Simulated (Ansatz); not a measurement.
**Si16O31 (charge +1): field-gradient calculation (part 2 of 4)**

The same run, continued: Si16O31 (defect cell, 47 atoms in the cell, total charge +1); DFT, PBE, plane waves, PAW, spin-polarised (Ansatz 0.2.0); cutoff 420 eV, 2×2×2 k-mesh, cold smearing of 0.001 eV, collinear spins. The structure derives from an entry of the Crystallography Open Database.

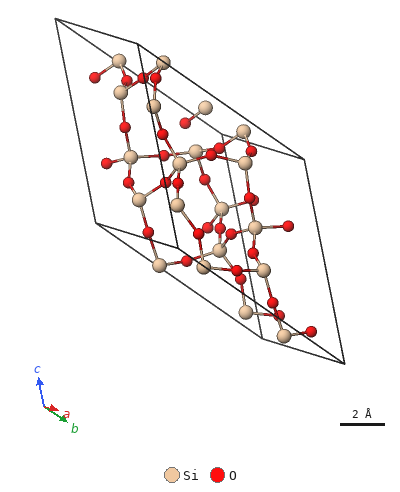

*The input geometry (ball-and-stick view of the reduced cell, seen slightly off an axis).*

### Output, continued
```
SCF iter   1: F=—  HF=-27847.538699 eV  |F-HF|=—  |Δ(HF+E_count)|=         —  Δρ=6.38e-2 (↑6.38e-2 ↓6.36e-2)  dr2=1.13e2  dr2_m=8.75e-2  M=1.000 μB ∫|m|=1.024 μB  β_m=0.20  ethr=3.10e-3  ⟨swp⟩=6.0  Hψ=12041  notcnv=0  defer=315
preconditioner: auto → Resta (q_TF=auto, 2.272 Å⁻¹)  ε∞=2.4  [insulator: Δε(μ)=0.268 eV  Ē_g=17.923 eV  σ=0.001 eV  W_gap=1.00  n_scr=160 (ndim 2)  ℏωp=21.4 eV  f_vac=0.166  D(μ)=0.00/eV (n_scr^D=0)  ε∞_Penn≈2.4]
spin=Collinear: Resta preconditioning applied to the charge; magnetization (m = ρ↑ − ρ↓) channel mixes plain (no charge-response kernel on spin).
SCF iter   2: F=—  HF=-27825.396332 eV  |F-HF|=—  |Δ(HF+E_count)|=    2.21e1  S|Δr|=    0.00e0  Δρ=3.81e-2 (↑3.81e-2 ↓3.79e-2)  dr2=4.34e1  dr2_m=5.98e-2  M=1.000 μB ∫|m|=1.022 μB  β_m=0.20  ethr=3.10e-3  ⟨swp⟩=3.0  Hψ=5197  notcnv=0  defer=663  κ⁻¹=1.0e0(r=1)
SCF iter   3: F=—  HF=-27813.784977 eV  |F-HF|=—  |Δ(HF+E_count)|=    1.16e1  S|Δr|=    0.00e0  Δρ=1.72e-2 (↑1.66e-2 ↓1.72e-2)  dr2=3.79e0  dr2_m=3.80e-2  M=1.000 μB ∫|m|=1.150 μB  β_m=0.20  ethr=3.10e-3  ⟨swp⟩=3.6  Hψ=4821  notcnv=0  defer=667  κ⁻¹=1.0e0(r=1)
SCF iter   4: F=—  HF=-27813.639328 eV  |F-HF|=—  |Δ(HF+E_count)|=   1.46e-1  S|Δr|=    0.00e0  Δρ=1.39e-2 (↑1.33e-2 ↓1.39e-2)  dr2=2.48e0  dr2_m=2.80e-2  M=1.000 μB ∫|m|=1.024 μB  β_m=0.20  ethr=1.52e-3  ⟨swp⟩=1.6  Hψ=3189  notcnv=0  defer=661  κ⁻¹=1.0e0(r=1)
SCF iter   5: F=—  HF=-27813.457898 eV  |F-HF|=—  |Δ(HF+E_count)|=   1.81e-1  S|Δr|=    0.00e0  Δρ=2.63e-3 (↑2.63e-3 ↓2.00e-3)  dr2=1.05e-1  dr2_m=1.58e-2  M=1.000 μB ∫|m|=1.016 μB  β_m=0.20  ethr=9.94e-4  ⟨swp⟩=3.9  Hψ=4206  notcnv=0  defer=662  κ⁻¹=1.0e0(r=1)
SCF iter   6: F=—  HF=-27813.478647 eV  |F-HF|=—  |Δ(HF+E_count)|=   2.07e-2  S|Δr|=    0.00e0  Δρ=2.11e-3 (↑2.11e-3 ↓1.62e-3)  dr2=4.65e-2  dr2_m=1.37e-2  M=1.000 μB ∫|m|=1.016 μB  β_m=0.20  ethr=4.21e-5  ⟨swp⟩=2.2  Hψ=3264  notcnv=0  defer=668  κ⁻¹=1.0e0(r=1)
SCF iter   7: F=—  HF=-27813.500940 eV  |F-HF|=—  |Δ(HF+E_count)|=   2.23e-2  S|Δr|=    0.00e0  Δρ=1.64e-3 (↑1.64e-3 ↓1.41e-3)  dr2=2.40e-2  dr2_m=1.02e-2  M=1.000 μB ∫|m|=1.017 μB  β_m=0.20  ethr=1.87e-5  ⟨swp⟩=3.0  Hψ=2711  notcnv=0  defer=668  κ⁻¹=1.0e0(r=1)
SCF iter   8: F=—  HF=-27813.522613 eV  |F-HF|=—  |Δ(HF+E_count)|=   2.17e-2  S|Δr|=    0.00e0  Δρ=1.20e-3 (↑1.18e-3 ↓1.20e-3)  dr2=6.86e-3  dr2_m=7.27e-3  M=1.000 μB ∫|m|=1.018 μB  β_m=0.80  ethr=9.64e-6  ⟨swp⟩=3.0  Hψ=3298  notcnv=0  defer=668
Mixer restart at iter 8: flushing history
spin-set hold released at iteration 8 (site moments contracting): the magnetisation degrees of freedom join the quasi-Newton model from the next iteration; the mixer history was flushed
SCF iter   9: F=—  HF=-27813.540903 eV  |F-HF|=—  |Δ(HF+E_count)|=   1.83e-2  S|Δr|=    0.00e0  Δρ=6.62e-4 (↑6.03e-4 ↓6.62e-4)  dr2=6.14e-3  dr2_m=1.12e-3  M=1.000 μB ∫|m|=1.026 μB  β_m=0.80  ethr=2.75e-6  ⟨swp⟩=4.0  Hψ=5328  notcnv=0  defer=668  κ⁻¹=1.0e0(r=1)
SCF iter  10: F=—  HF=-27813.545495 eV  |F-HF|=—  |Δ(HF+E_count)|=   4.59e-3  S|Δr|=    0.00e0  Δρ=4.11e-4 (↑3.79e-4 ↓4.11e-4)  dr2=4.72e-3  dr2_m=5.95e-5  M=1.000 μB ∫|m|=1.035 μB  β_m=0.80  ethr=2.47e-6  ⟨swp⟩=3.5  Hψ=4073  notcnv=0  defer=668  κ⁻¹=1.0e0(r=1)
SCF iter  11: F=—  HF=-27813.546864 eV  |F-HF|=—  |Δ(HF+E_count)|=   1.37e-3  S|Δr|=    0.00e0  Δρ=2.67e-4 (↑2.67e-4 ↓2.43e-4)  dr2=2.23e-3  dr2_m=3.00e-5  M=1.000 μB ∫|m|=1.041 μB  β_m=0.80  ethr=1.90e-6  ⟨swp⟩=3.2  Hψ=3558  notcnv=0  defer=668  κ⁻¹=1.0e0(r=1)
SCF iter  12: F=—  HF=-27813.547707 eV  |F-HF|=—  |Δ(HF+E_count)|=   8.43e-4  S|Δr|=    0.00e0  Δρ=1.45e-4 (↑1.45e-4 ↓1.36e-4)  dr2=3.54e-4  dr2_m=7.66e-5  M=1.000 μB ∫|m|=1.043 μB  β_m=0.80  ethr=8.96e-7  ⟨swp⟩=4.0  Hψ=3740  notcnv=0  defer=668  κ⁻¹=1.0e0(r=1)
SCF iter  13: F=—  HF=-27813.548039 eV  |F-HF|=—  |Δ(HF+E_count)|=   3.32e-4  S|Δr|=    0.00e0  Δρ=9.26e-5 (↑7.68e-5 ↓9.26e-5)  dr2=2.52e-4  dr2_m=1.37e-5  M=1.000 μB ∫|m|=1.042 μB  β_m=0.80  ethr=1.42e-7  ⟨swp⟩=3.5  Hψ=4048  notcnv=0  defer=668  κ⁻¹=1.0e0(r=1)
SCF iter  14: F=—  HF=-27813.548122 eV  |F-HF|=—  |Δ(HF+E_count)|=   8.28e-5  S|Δr|=    0.00e0  Δρ=5.35e-5 (↑4.78e-5 ↓5.35e-5)  dr2=1.44e-4  dr2_m=2.14e-7  M=1.000 μB ∫|m|=1.041 μB  β_m=0.80  ethr=1.01e-7  ⟨swp⟩=3.5  Hψ=3524  notcnv=0  defer=668  κ⁻¹=1.0e0(r=1)
SCF iter  15: F=—  HF=-27813.548113 eV  |F-HF|=—  |Δ(HF+E_count)|=   9.20e-6  S|Δr|=    0.00e0  Δρ=3.84e-5 (↑3.84e-5 ↓2.26e-5)  dr2=3.38e-5  dr2_m=2.18e-6  M=1.000 μB ∫|m|=1.040 μB  β_m=0.80  ethr=5.78e-8  ⟨swp⟩=3.1  Hψ=3683  notcnv=0  defer=668  κ⁻¹=1.0e0(r=1)
SCF iter  16: F=—  HF=-27813.547870 eV  |F-HF|=—  |Δ(HF+E_count)|=   2.43e-4  S|Δr|=    0.00e0  Δρ=2.36e-5 (↑2.36e-5 ↓1.92e-5)  dr2=9.70e-6  dr2_m=9.36e-7  M=1.000 μB ∫|m|=1.041 μB  β_m=0.80  ethr=1.36e-8  ⟨swp⟩=2.5  Hψ=4053  notcnv=0  defer=668  κ⁻¹=1.0e0(r=1)
SCF iter  17: F=—  HF=-27813.547871 eV  |F-HF|=—  |Δ(HF+E_count)|=   1.75e-6  S|Δr|=    0.00e0  Δρ=1.37e-5 (↑1.32e-5 ↓1.37e-5)  dr2=4.54e-6  dr2_m=1.19e-7  M=1.000 μB ∫|m|=1.041 μB  β_m=0.80  ethr=3.89e-9  ⟨swp⟩=2.5  Hψ=3475  notcnv=0  defer=668  κ⁻¹=1.0e0(r=1)
SCF iter  18: F=—  HF=-27813.547872 eV  |F-HF|=—  |Δ(HF+E_count)|=   2.62e-7  S|Δr|=    0.00e0  Δρ=8.31e-6 (↑8.21e-6 ↓8.31e-6)  dr2=1.77e-6  dr2_m=4.39e-9  M=1.000 μB ∫|m|=1.041 μB  β_m=0.80  ethr=1.82e-9  ⟨swp⟩=2.0  Hψ=3808  notcnv=0  defer=668  κ⁻¹=1.0e0(r=1)
SCF iter  19: F=—  HF=-27813.547872 eV  |F-HF|=—  |Δ(HF+E_count)|=   2.64e-7  S|Δr|=    0.00e0  Δρ=5.86e-6 (↑5.86e-6 ↓5.53e-6)  dr2=5.71e-7  dr2_m=1.51e-8  M=1.000 μB ∫|m|=1.041 μB  β_m=0.80  ethr=7.10e-10  ⟨swp⟩=2.0  Hψ=3595  notcnv=0  defer=668  κ⁻¹=1.0e0(r=1)
SCF iter  20: F=—  HF=-27813.547872 eV  |F-HF|=—  |Δ(HF+E_count)|=   2.69e-7  S|Δr|=    0.00e0  Δρ=3.77e-6 (↑3.77e-6 ↓3.77e-6)  dr2=1.98e-7  dr2_m=5.48e-9  M=1.000 μB ∫|m|=1.041 μB  β_m=0.80  ethr=2.29e-10  ⟨swp⟩=2.2  Hψ=3328  notcnv=0  defer=668  κ⁻¹=1.0e0(r=1)
iter 21 did not close the SCF: its close was put off for a magnetic moment that had not settled (scf_convergence_deferred on its scf_iter line)
SCF iter  21: F=-27813.547872 eV  HF=-27813.547872 eV  |F-HF|=3.79e-8  |Δ(HF+E_count)|=   1.23e-7  S|Δr|=    0.00e0  Δρ=2.19e-6 (↑2.13e-6 ↓2.19e-6)  dr2=7.98e-8  dr2_m=5.12e-10  M=1.000 μB ∫|m|=1.041 μB  β_m=0.80  ethr=4.02e-11  ⟨swp⟩=22.7  Hψ=26283  notcnv=0  κ⁻¹=1.0e0(r=1)
SCF iter  22: F=-27813.547872 eV  HF=-27813.547872 eV  |F-HF|=8.36e-9  |Δ(HF+E_count)|=   4.32e-8  S|Δr|=    0.00e0  Δρ=1.11e-6 (↑1.11e-6 ↓1.11e-6)  dr2=3.66e-8  dr2_m=3.31e-11  M=1.000 μB ∫|m|=1.041 μB  ethr=3.21e-11  ⟨swp⟩=6.9  Hψ=15247  notcnv=0
SCF 1 converged in 22 iterations: F = -27813.547872 eV  dr2 = 3.66e-8
  greatest PAW one-centre occupation: 0.867 electrons in one spin orbital (limit 2), on the O atom at site 26 (counted from 0), in its partial waves of l = 0
this state was not tested for a lower state beside it, because cold or Methfessel-Paxton smearing, or corrected tetrahedra, fill the levels in a way that the test cannot read (fill_not_monotonic; see scf.lower_state_search)
SCF converged after 22 iterations
Magnetization: 1.0000 μB (125.0000 up, 124.0000 down)
Absolute magnetization: 1.0447 μB (∫|ρ↑−ρ↓|, with the PAW one-centre terms)
Spin contamination: 0.0021 ħ² per cell (⟨S²⟩ above its minimum at these occupations)
Per-site moments (μB) at R_I (Å): [(0.001052979148359816, 0.6413228338505693), (-1.0698662973937418e-5, 0.6413228338505693), (-3.615900011937934e-6, 0.6413228338505695), (0.026256184428592955, 0.6413228338505688), (5.014229988054206e-5, 0.6413228338505693), (-6.216534087563958e-6, 0.6413228338505694), (0.00041717877204513207, 0.6413228338505691), (-1.0492897539792714e-5, 0.6413228338505695), (0.00012801765096831882, 0.6519413112607536), (-1.0862693649195852e-5, 0.6519413112607536), (-6.478361288632158e-6, 0.6519413112607536), (0.0005648899650590586, 0.6519413112607534), (-1.5428436840180333e-5, 0.6519413112607534), (0.001048744140451353, 0.6519413112607537), (0.025620472244164336, 0.6519413112607536), (-2.632573573714224e-6, 0.6519413112607538), (0.011110837831160361, 0.6519413112607536), (0.00040238527687370295, 0.6519413112607536), (5.466212031058819e-5, 0.6519413112607536), (0.052006647571980376, 0.6519413112607534), (0.00045890307519738595, 0.6519413112607534), (0.0004898659331482191, 0.6519413112607537), (0.04087485585442849, 0.6519413112607536), (0.00021119409240039652, 0.6519413112607538), (0.0006897164855294571, 0.6413228338505695), (0.009539675169207375, 0.6413228338505691), (0.04540950668617616, 0.6413228338505693), (2.3955324512885114e-5, 0.6413228338505694), (0.041447344562622175, 0.6413228338505688), (0.00025287258310946806, 0.6413228338505695), (0.00041262581371694215, 0.6413228338505693), (0.0004896263061927858, 0.6413228338505693), (0.00020639403374974577, 0.6506734714441191), (0.00250377108847612, 0.6506734714441188), (0.002352965132512998, 0.6506734714441192), (9.82187395161334e-5, 0.6506734714441191), (0.0007875828879180185, 0.6506734714441189), (-3.377619383372013e-5, 0.6506734714441191), (7.705953701594186e-5, 0.6506734714441196), (0.0006956577299690207, 0.647870966727859), (0.01393222225130982, 0.6478709667278592), (0.0004985397897675883, 0.6478709667278592), (0.0009137299175315804, 0.647870966727859), (0.040837558363685474, 0.647870966727859), (0.00019923022445994003, 0.647870966727859), (0.00029323363843284246, 0.647870966727859), (0.032040980554953476, 0.647870966727859)]
Free energy (F): -27813.547872 eV
Harris-Foulkes:  -27813.547872 eV  (|F-HF|=8.36e-9)
Internal energy: -27813.547872 eV  (E = F + TS)
E sigma→0 (E₀):  -27813.547872 eV
Fermi energy:    0.997921 eV
Step filling:    the computed levels leave a gap of 0.2247 eV = 224.7 smearing widths at the electron count; against every level under it full and every level over it empty, smearing changes F+E_penalty+E_count by +0.00e0 meV and its σ→0 estimate by +0.00e0 meV
--- Per-component energies (eV) ---
  E_band       = -1570.246406
  E_kinetic    = 6253.503061
  E_local      = -19186.113346  (includes V_loc(G=0)·N_el)
  E_nonlocal   = 1877.436134
  E_hartree    = 7179.789492
  E_xc         = -3182.050908
  E_vxc        = -3682.853184  (∫ρ·V_xc dr)
  E_paw        = -13143.775525  (= ΣΔE_a)
  E_vpaw       = -1191.896090  (= ΣTr[D̂ρ^β])
  E_aug_tail   = 0.080534  (compensation charges beyond the density's cutoff)
  E_ewald      = -7612.417314
  E_smearing   = -0.000000  (= −TS)
  E_closure    = -0.000000  (closes the sum)
  E_deformation_potential = 9.495731  (in the stress; not in F)
  Σ components = -27813.547872   (vs F -27813.547872, Δ=0.00e0)
--- Forces (eV/Å), atoms counted from 1 ---
  atom   1  Si     2.15696192     0.94902579     2.60480589
  atom   2  Si     1.14580631     2.39968288     2.17594220
  atom   3  Si    -1.22451962    -1.98450591     2.33594195
  atom   4  Si    -1.21324966    -2.75603849     2.17645459
  atom   5  Si    -0.56007767     2.58398274    -3.62679764
  atom   6  Si    -1.44731631     2.07359411    -1.87761094
  atom   7  Si     0.09371420    -1.17569310    -1.63774261
  atom   8  Si     1.59842946    -2.12015280    -2.32516665
  atom   9  Si    -0.19551776     0.88524695     0.04528768
  atom  10  Si     1.04902347    -0.65122951     0.43404825
  atom  11  Si    -0.81100079     0.42758903     0.14848826
  atom  12  Si    -1.70875057    -0.23371358     1.81406213
  atom  13  Si    -1.22474544    -0.09637521    -0.41357033
  atom  14  Si     0.02441344    -1.24062573    -0.95126164
  atom  15  Si     1.75003723     0.54157518     0.73740753
  atom  16  Si     0.88392048     0.24870563    -0.58581202
  atom  17  O     -1.18573885    -1.67774042    -1.45826503
  atom  18  O     -1.24565916    -1.65057102    -1.45754209
  atom  19  O      1.15995222     1.55599566    -1.36976326
  atom  20  O      2.19092179     2.82543973    -2.06110100
  atom  21  O      1.37500766    -1.94159256     1.76750784
  atom  22  O      1.00592685    -1.40661102     1.32879976
  atom  23  O     -0.81327040     0.57016125     0.13211870
  atom  24  O     -1.36566751     1.74812514     1.59940605
  atom  25  O      2.40736790     1.32101000     1.97008455
  atom  26  O      2.46789329     1.40746579     1.90570879
  atom  27  O     -3.46361710    -2.11087208     2.15488037
  atom  28  O     -2.31578408    -1.32241039     1.83286714
  atom  29  O     -1.16366288     1.34798207    -0.69223685
  atom  30  O     -2.50346839     1.48820301    -2.03866032
  atom  31  O      2.11688897    -1.13090776    -1.78086015
  atom  32  O      2.72751917    -1.53376311    -2.19934289
  atom  33  O      0.31918951     1.10263731     0.62630225
  atom  34  O     -0.26632200    -0.82046976     0.41297335
  atom  35  O     -0.55551650    -1.17401044     0.86824049
  atom  36  O     -0.10474423     0.82624852    -0.46990096
  atom  37  O     -0.42598218     1.31372637    -0.96368137
  atom  38  O      0.65352519    -1.37096378    -0.82770459
  atom  39  O      0.03947924    -0.92688366    -0.26768952
  atom  40  O      1.31638297     0.71227608     0.32823281
  atom  41  O      1.21060004     0.80438608     0.36894245
  atom  42  O     -1.32891234    -1.09106144     0.52960422
  atom  43  O     -0.97624675    -0.67591442     0.15329244
  atom  44  O     -2.43223619     1.52171440    -1.43574210
  atom  45  O     -1.16762844     0.66771756    -0.23465077
  atom  46  O      1.35880874    -0.89436564    -0.43295336
  atom  47  O      0.64786158     0.66398713     0.65665627
  max |Σ_I F_I| component: 6.61e-6 eV/Å
--- Stress (GPa, compression-positive) ---
        5.311588      -0.568720      -0.671197
       -0.568721       3.623730      -0.691140
       -0.671199      -0.691139       5.413518
  P = ⅓ Tr σ = 4.7829 GPa (47.829 kbar)
```
